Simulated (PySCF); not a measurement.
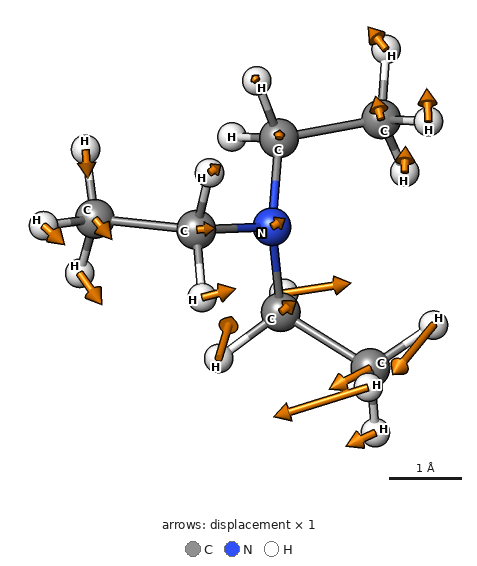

A relaxation of C$_{6}$H$_{15}$N. The starting structure is drawn; orange arrows show the displacements, at their true length. The two geometries are superimposed by the best rigid fit.

Style: ball-and-stick. Shown at a tilt.

The start comes from GFN2-xTB.

All numbers below come from PySCF, PBE0-D3(BJ)/def2-SVP geometry optimisation, gas phase. 

What happened in the run?

Over 16 geometry steps the energy falls by 9.71 kJ/mol. The largest move after the best rigid fit is that of an H atom, 1.41 Å. By element the largest moves are H 1.41 Å, C 0.71 Å, N 0.25 Å. Some distances before and after: C–H 1.096 → 1.115 Å, C–C 1.529 → 1.518 Å. Among the angles between lasting bonds that change: N–C–C 110.9° → 113.8°, N–C–H 110.2° → 107.4°, C–C–H 110.1° → 112.5°. Groups turn about C–N by about 50°.
